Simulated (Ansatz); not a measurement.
# Run report: Hf16HO32, single-point calculation (part 1 of 2)

Hf16HO32 (defect cell, 49 atoms in the cell), computed with DFT PBE, scalar-relativistic, plane waves, PAW, spin-polarised (Ansatz 0.2.0).

The structure derives from an entry of the Crystallography Open Database. Figures and captions count atoms from 1; the log counts them from 0 in places.

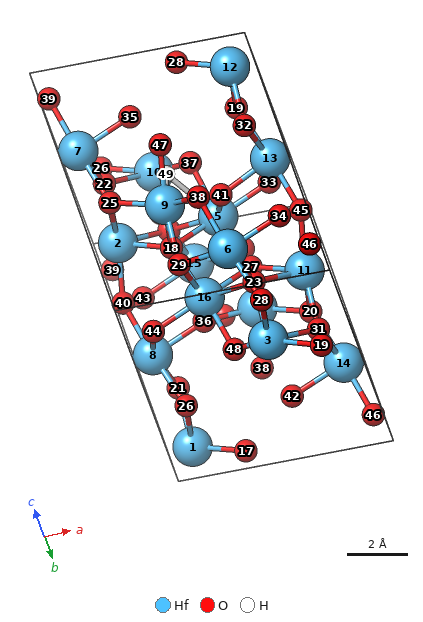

The structure as given in the input (ball-and-stick view of the cell of the calculation, seen at an oblique angle; atoms are numbered from 1 in the order of the input). An atom can appear more than once, as a periodic image.

**Key numbers**

| quantity | value |
| --- | --- |
| outcome | converged |
| electrons treated | 609 |
| free energy | −269799.8625 eV |
| Fermi energy | 16.218 eV |
| gap on the k-point mesh | 1.38 eV |
| net moment of the cell | 1.00 μB |
| integrated absolute moment | 1.06 μB |
| largest force (length of the vector) | 0.022 eV/Å |
| hardware | 4 threads of Arm Neoverse V2, 24 GiB of memory available, shared host |
| wall time | 5 min (CPU time 20 min) |
| peak memory | 5.3 GiB |

Notes on the run: the state was not tested for a lower one. Spin–orbit coupling is left out, which matters for Hf.

**Input**
```yaml
crystal:
  lattice:
    - [4.259337, -5.1857, 5.213867]
    - [-4.259337, -5.1857, -5.213867]
    - [5.976663, 5.1857, -5.213867]
  atoms:
    - { symbol: Hf, position: [0.1173535965, 0.8746460217, 0.0359829041] }
    - { symbol: Hf, position: [0.1164761402, 0.3731521989, 0.5334495261] }
    - { symbol: Hf, position: [0.6197077643, 0.3727787074, 0.0394932849] }
    - { symbol: Hf, position: [0.6165758733, 0.8735021228, 0.5341417435] }
    - { symbol: Hf, position: [0.5918098938, 0.5817057483, 0.7138038335] }
    - { symbol: Hf, position: [0.5887658733, 0.0815786214, 0.2180343612] }
    - { symbol: Hf, position: [0.0898828632, 0.0812953783, 0.7158738939] }
    - { symbol: Hf, position: [0.0904607457, 0.5823911978, 0.2160987831] }
    - { symbol: Hf, position: [0.382464442, 0.1261047411, 0.4709896673], spin: 0.03 }
    - { symbol: Hf, position: [0.3811747546, 0.6239278074, 0.9667590752] }
    - { symbol: Hf, position: [0.8834892849, 0.6247435986, 0.4676342554] }
    - { symbol: Hf, position: [0.8821168442, 0.1237421499, 0.9657144333] }
    - { symbol: Hf, position: [0.9104523012, 0.4158474509, 0.7843507032] }
    - { symbol: Hf, position: [0.9066011353, 0.9143004658, 0.2830043007] }
    - { symbol: Hf, position: [0.4095990759, 0.9148204264, 0.7860499471] }
    - { symbol: Hf, position: [0.4079773559, 0.4147184131, 0.2843420578] }
    - { symbol: O, position: [0.3427982058, 0.879168851, 0.9832340015] }
    - { symbol: O, position: [0.3417442682, 0.3805694164, 0.480802691], spin: 0.02 }
    - { symbol: O, position: [0.8428604213, 0.378865986, 0.9825476427] }
    - { symbol: O, position: [0.8432200603, 0.8784455281, 0.4838160038] }
    - { symbol: O, position: [0.1465411975, 0.8598173492, 0.2676326781] }
    - { symbol: O, position: [0.1495520362, 0.3595141821, 0.7677811617] }
    - { symbol: O, position: [0.6480704345, 0.3601227907, 0.2692103999] }
    - { symbol: O, position: [0.6477907489, 0.8588660146, 0.7672558705] }
    - { symbol: O, position: [0.1466618755, 0.1137984662, 0.5118704591], spin: 0.04 }
    - { symbol: O, position: [0.1562353928, 0.618585816, 0.0182239109] }
    - { symbol: O, position: [0.6554587999, 0.6185636299, 0.51710534] }
    - { symbol: O, position: [0.6558679191, 0.1177543356, 0.0183917205] }
    - { symbol: O, position: [0.3510771662, 0.1379600532, 0.2334401439] }
    - { symbol: O, position: [0.3547514519, 0.6366437386, 0.7351377243] }
    - { symbol: O, position: [0.8521082136, 0.637402526, 0.2344578978] }
    - { symbol: O, position: [0.8525708344, 0.1380351686, 0.7331552204] }
    - { symbol: O, position: [0.8670748233, 0.6595375465, 0.8670237835] }
    - { symbol: O, position: [0.8643039761, 0.1603614535, 0.3672704286] }
    - { symbol: O, position: [0.3672353672, 0.1604707887, 0.8688663304], spin: 0.02 }
    - { symbol: O, position: [0.3657825351, 0.6594348492, 0.3672318405] }
    - { symbol: O, position: [0.5545632267, 0.5066741514, 0.8923860985], spin: 0.14 }
    - { symbol: O, position: [0.5417467223, -0.0024958386, 0.383889292] }
    - { symbol: O, position: [0.0436212033, -0.0014277839, 0.8835269984] }
    - { symbol: O, position: [0.0429822484, 0.4981725881, 0.3828576801] }
    - { symbol: O, position: [0.6402597737, 0.3411581727, 0.6235399176], spin: 0.06 }
    - { symbol: O, position: [0.6306778247, 0.8378051853, 0.1346440057], spin: 0.01 }
    - { symbol: O, position: [0.1344467955, 0.838918943, 0.6338603193] }
    - { symbol: O, position: [0.1323307545, 0.3378035143, 0.1327617558] }
    - { symbol: O, position: [0.9625358759, 0.503668043, 0.6208852204] }
    - { symbol: O, position: [0.9537481168, 0.9981162724, 0.1162664411] }
    - { symbol: O, position: [0.4573314553, 0.9989338659, 0.6194087528], spin: 0.01 }
    - { symbol: O, position: [0.4552622097, 0.4978650988, 0.116975596] }
    - { symbol: H, position: [0.4345280545, 0.2958845445, 0.7134051236], spin: 0.38 }
magnetization:
  spin_polarized: true
basis:
  ecutwfc: 420
  fft_grid_basis: typed
kpoints:
  mp_grid: { grid: [2, 2, 2] }
hamiltonian:
  xc: pbe
  pseudopotentials: { kind: paw }
scf:
  occupations: { method: gaussian, width: 0.05 }
  n_extra_bands: 18
output:
  forces: true
  stress: false
  eigenvalues: true
  bader: false
  write_density: false
  volumetric_format: npy
  populations: true
  band_densities:
    - { e_range: [-1.29, -0.68] }
    - { e_range: [0.68, 1.29] }
    - { e_range: [0.66, 0.79] }
    - { e_range: [-0.8, -0.66] }
  dos:
    e_range: [-30, 8]
    de: 0.02
    method: { smearing: { sigma: 0.03, scheme: gaussian } }
    projected: { site_lists: { H: [H], Hf: [Hf], O: [O] } }
checkpoint:
  read: start.run
  write: ck
  compress: false
  write_wavefunctions: false
  write_every: 100000
```

Launch command:
```bash
ansatz run input.yaml --threads 4 --pin off --max-ram 10240MiB --backend cpu --events-out ev --progress --plain --runs-dir out
```

**What the program printed**
```
Warning: the band count 323 (scf.n_extra_bands) hosts the net moment |M| = 0.7100 μB (N_el = 609) but caps the reachable moment at 2·n_bands − N_el = 37.0000 μB, below the 366 bands that the automatic rule leaves for it — a moment growing past the seed, or the majority channel's smearing tail, pins there with fewer empty majority states than that count leaves; raise or omit scf.n_extra_bands unless the cap is intended
Warning: checkpoint.read: spin seed differs: saved 75d49ff400bc…, current cea6590b3d5d…; the loaded state replaces the seed-built initial guess (but the starting_ns of a DFT+U solve that opens without the state's occupation matrices), so the run may converge into the producing seed's basin, or, where the symmetry group that follows from this deck's starting moments and starting_ns does not hold the saved magnetisation, lose that magnetisation at its first build. Where atoms have moved since the state was saved, this difference can also decide whether moments are moved with them. A self-consistent run of this deck without the state starts from its starting moments and, under a DFT+U term, its starting_ns
scf.n_extra_bands = 18 over 305 filled bands (N_el = 609.0): the run solves 323 bands
Engine: ansatz 0.2.0, aarch64-unknown-linux-gnu
Pseudopotentials: kind: paw
Pseudopotential: Hf, paw, valence charge 26, recommended cutoff 420 eV (normal), Hf.paw.azcp
Pseudopotential: O, paw, valence charge 6, recommended cutoff 420 eV (normal), O.paw.azcp
Pseudopotential: H, paw, valence charge 1, recommended cutoff 420 eV (normal), H.paw.azcp
Functional definition: PBE
  parameter kappa = 0.804
  parameter beta = 0.06672455060314922
  exchange = pbe_x(kappa = kappa, mu = beta*pi^2/3)
  correlation = pbe_c(beta = beta)
Crystal: 49 atoms, lattice volume = 553.513 Å³
Basis set: ecut = 420 eV, 10821 PW (Γ), exchange–correlation on 120×120×128 points (8 copies of the dense FFT grid, shifted against one another)
Bands: 323, of which v1, the nominal top of the filled ones, is band 305 counted from 1 (304 counted from 0)
Symmetry: 1 space group operations
Space group: P1 (ITA 1), of the structure as read, at distance tolerance 8.2e-5 Å
Magnetic group: BNS 1.1 (UNI 1), of the structure as read, at distance tolerance 8.2e-5 Å
k-points: 8
Non-local potential: Hf, projectors of the file, l = 0: 3, l = 1: 2, l = 2: 2, l = 3: 3
Non-local potential: O, projectors of the file, l = 0: 2, l = 1: 2, l = 2: 1
Non-local potential: H, projectors of the file, l = 0: 2, l = 1: 1
PAW form: soft (Blöchl's): semilocal exchange-correlation on the pseudo side does not see the compensation charge
PAW one-centre angular grid: Hf, 590 points (default); XC on 64 Gauss nodes
PAW one-centre angular grid: O, 110 points (default); XC on 64 Gauss nodes
PAW one-centre angular grid: H, 110 points (default); XC on 64 Gauss nodes
Initial density: read from a saved state, or passed on in memory by an earlier SCF of this step, an earlier step, the calling program or the single point that the run made first
Stability of the state it starts from, as read at its close in the collinear treatment: not read negative (Ritz values of 1 − χ₀K, real part plus size of imaginary part, from 0.86 to 0.95, by its mixing steps under no symmetry); its run was given moments
Starting moments: Σ|m| = 0.71 μB on 9 of 49 sites; this step starts from the density that it was given
Initial wavefunctions: pseudopotential atomic-orbital guess
Functional: x = pbe(κ = 0.804, μ = 0.2195149727645171), c = pbe(β = 0.06672455060314922)
iter 1 solved again at ethr=2.69e-8 eV; its pass at ethr=3.10e-3 eV (dr2=1.64e-4 eV) is discarded
SCF iter   1: F=—  HF=-269799.863200 eV  |F-HF|=—  |Δ(HF+E_count)|=         —  Δρ=1.23e-6 (↑1.13e-6 ↓1.23e-6)  dr2=2.92e-8  dr2_m=1.69e-10  M=1.000 μB ∫|m|=1.059 μB  β_m=0.30  ethr=2.69e-8  ⟨swp⟩=4.0  Hψ=34759  notcnv=0
preconditioner: auto → Resta (q_TF=auto, 2.772 Å⁻¹)  ε∞=6.2  [insulator: Δε(μ)=1.375 eV  Ē_g=16.566 eV  σ=0.050 eV  W_gap=1.00  n_scr=206 (ndim 8)  ℏωp=37.9 eV  f_vac=0.071  D(μ)=0.00/eV (n_scr^D=0)  ε∞_Penn≈6.2]
spin=Collinear: Resta preconditioning applied to the charge; magnetization (m = ρ↑ − ρ↓) channel mixes plain (no charge-response kernel on spin).
SCF iter   2: F=—  HF=-269799.862479 eV  |F-HF|=—  |Δ(HF+E_count)|=   7.21e-4  Δρ=8.10e-7 (↑7.49e-7 ↓8.10e-7)  dr2=1.42e-8  dr2_m=9.36e-11  M=1.000 μB ∫|m|=1.059 μB  β_m=0.42  ethr=4.80e-12  ⟨swp⟩=7.9  Hψ=21323  notcnv=0
SCF iter   3: F=-269799.862479 eV  HF=-269799.862479 eV  |F-HF|=5.41e-9  |Δ(HF+E_count)|=   7.97e-9  Δρ=4.97e-7 (↑4.76e-7 ↓4.97e-7)  dr2=5.92e-9  dr2_m=2.99e-11  M=1.000 μB ∫|m|=1.059 μB  ethr=2.33e-12  ⟨swp⟩=1.0  Hψ=11934  notcnv=0
SCF 1 converged in 3 iterations: F = -269799.862479 eV  dr2 = 5.92e-9
  greatest PAW one-centre occupation: 0.999 electrons in one spin orbital (limit 2), on the Hf atom at site 4 (counted from 0), in its partial waves of l = 0
NSCF: frozen V_eff on 8 k-points
SCF converged after 3 iterations
Magnetization: 1.0000 μB (305.0000 up, 304.0000 down)
Absolute magnetization: 1.0620 μB (∫|ρ↑−ρ↓|, with the PAW one-centre terms)
Spin contamination: 0.0032 ħ² per cell (⟨S²⟩ above its minimum at these occupations)
Per-site moments (μB) at R_I (Å): [(0.0001483115074847363, 0.8447930725542332), (-6.809370760083726e-5, 0.8439111168166032), (0.0010452577278414858, 0.8461421723716186), (0.000426983636552079, 0.8431873146412322), (-0.0021448497614374837, 0.8467202357857014), (0.0005479480769197676, 0.8395797383207726), (-0.0001129256070524855, 0.8427052777530242), (4.228624349546296e-5, 0.8438312674961262), (0.03344794058904949, 0.8469524361214011), (0.0016313892825449243, 0.8411315721416252), (0.00020628200742122627, 0.8434545202432436), (0.00010022507902098703, 0.8422918676469027), (0.001812803019249507, 0.8415072161247994), (0.0038278035620511863, 0.8425453600793569), (0.0013168034512960106, 0.8435348895855005), (0.0010127959881351416, 0.8438070636260375), (0.0006665712662137172, 0.8824910398026988), (0.023999786124685642, 0.8803261778919613), (-0.00023610334658810033, 0.8832542207935766), (0.0012037782155774376, 0.8811412839420785), (0.0015825437462176986, 0.8813704047021702), (1.326743965122912e-5, 0.8821112270825634), (0.0006158859161125708, 0.8839587700330231), (0.00030270519668523153, 0.8790774555723978), (0.04373807935675547, 0.8780717868872057), (0.0015691844085242467, 0.8775794824806262), (-3.9446965041179145e-5, 0.8834468633033873), (0.000884681184613894, 0.8843867694415921), (0.004149540637964783, 0.879180312992006), (2.0938912449821063e-6, 0.8850267954950046), (0.002248881634389463, 0.8826853404795392), (0.0001869291551749684, 0.8820918275575903), (0.0006917858290756577, 0.8447930725542332), (0.001428323365431441, 0.8438895258257256), (0.01563927961324402, 0.8461421723716186), (0.0008010357395416601, 0.8433277676297681), (0.13584348420423875, 0.7221209206743863), (0.002752355711535847, 0.8395797383207726), (0.00043813182793821074, 0.8427052777530242), (0.00016177822289673688, 0.8438312674961262), (0.05954691670073354, 0.8415072161247994), (0.00725667147191548, 0.8411315721416252), (8.583663919436238e-5, 0.8434545202432436), (0.0009015434478895026, 0.8422918676469027), (0.0030566266975344527, 0.8447179081471945), (0.00019502928741270393, 0.8425453600793569), (0.013452902832494442, 0.8435348895855005), (0.0014022264350261335, 0.8438070636260375), (0.38291028079740563, 0.7221209206743863)]
Free energy (F): -269799.862479 eV
Harris-Foulkes:  -269799.862479 eV  (|F-HF|=5.41e-9)
Internal energy: -269799.862479 eV  (E = F + TS)
E sigma→0 (E₀):  -269799.862479 eV
Fermi energy:    16.217939 eV
--- Per-component energies (eV) ---
  E_band       = 80.281050
  E_kinetic    = 12380.136386
  E_local      = -98104.022499  (includes V_loc(G=0)·N_el)
  E_nonlocal   = -18347.424636
  E_hartree    = 44898.390115
  E_xc         = -7177.248753
  E_vxc        = -7293.360634  (∫ρ·V_xc dr)
  E_paw        = -115899.315942  (= ΣΔE_a)
  E_vpaw       = 21648.093067  (= ΣTr[D̂ρ^β])
  E_aug_tail   = 0.078421  (compensation charges beyond the density's cutoff)
  E_ewald      = -87550.455571
  E_smearing   = -0.000000  (= −TS)
  E_closure    = -0.000000  (closes the sum)
  Σ components = -269799.862479   (vs F -269799.862479, Δ=0.00e0)
--- Forces (eV/Å), atoms counted from 1 ---
  atom   1  Hf     0.00844518    -0.00144996    -0.00528632
  atom   2  Hf    -0.00614103     0.00312445    -0.00066169
  atom   3  Hf    -0.00523812    -0.00031170     0.00188033
  atom   4  Hf    -0.00585880     0.00409091     0.00293343
  atom   5  Hf     0.00227748     0.00344252     0.01087327
  atom   6  Hf     0.00093801     0.00147055    -0.00624879
  atom   7  Hf    -0.00084454    -0.00509422    -0.00716081
  atom   8  Hf     0.00472883    -0.00103632     0.00161328
  atom   9  Hf    -0.00096546     0.00235837    -0.00060202
  atom  10  Hf     0.01846452     0.00343189    -0.01073124
  atom  11  Hf     0.00095850     0.00162551     0.00609754
  atom  12  Hf     0.00252173    -0.00426238    -0.00507216
  atom  13  Hf    -0.00736199    -0.00065877     0.00193442
  atom  14  Hf    -0.00125481     0.00112856     0.00651481
  atom  15  Hf    -0.00118566    -0.00672330    -0.00341490
  atom  16  Hf    -0.00299739     0.00240004     0.00279547
  atom  17  O     -0.00329969     0.00046506     0.00632057
  atom  18  O      0.00115343    -0.00344866    -0.00641979
  atom  19  O     -0.00484284     0.00141411     0.00052089
  atom  20  O      0.00153763     0.00052692     0.00288843
  atom  21  O     -0.00368323     0.00055340     0.00000917
  atom  22  O      0.00066352     0.00257263    -0.00046941
  atom  23  O      0.00799240    -0.00055627    -0.00593242
  atom  24  O      0.00375662     0.01025554     0.00198583
  atom  25  O     -0.00274739     0.00424750     0.00632427
  atom  26  O     -0.00373793    -0.00206829    -0.00046893
  atom  27  O      0.00604024     0.00154208    -0.00157534
  atom  28  O      0.00104925    -0.00071810     0.00706642
  atom  29  O     -0.00304669     0.00060902     0.00368160
  atom  30  O     -0.00250319    -0.01044892     0.00371413
  atom  31  O      0.00446412     0.00034905    -0.00263256
  atom  32  O      0.00140112    -0.00265987    -0.00144566
  atom  33  O     -0.00831751     0.00603834    -0.00292592
  atom  34  O      0.00313647    -0.00304861     0.00299314
  atom  35  O     -0.00052241     0.01143683     0.00669807
  atom  36  O      0.00040741    -0.00209575    -0.00348798
  atom  37  O     -0.01570599    -0.00604959     0.00674743
  atom  38  O      0.00510934    -0.00136646     0.00284669
  atom  39  O     -0.00140404     0.00124902    -0.00166485
  atom  40  O      0.00329321     0.00199819    -0.00233502
  atom  41  O      0.01061186    -0.00974696    -0.00100589
  atom  42  O     -0.00215867     0.00146018    -0.00536834
  atom  43  O     -0.00093118    -0.00022957     0.00431303
  atom  44  O     -0.00542550     0.00442384     0.00337638
  atom  45  O      0.00139804    -0.00192101     0.00048866
  atom  46  O      0.00064994    -0.00259343    -0.00147162
  atom  47  O      0.00228366     0.00694686    -0.00780138
  atom  48  O     -0.00666048    -0.00236852     0.00508217
  atom  49  H      0.00354640    -0.01029535    -0.01551377
  max |Σ_I F_I| component: 9.34e-6 eV/Å
--- Band table (eV; the first three rows and the last of 16) ---
```
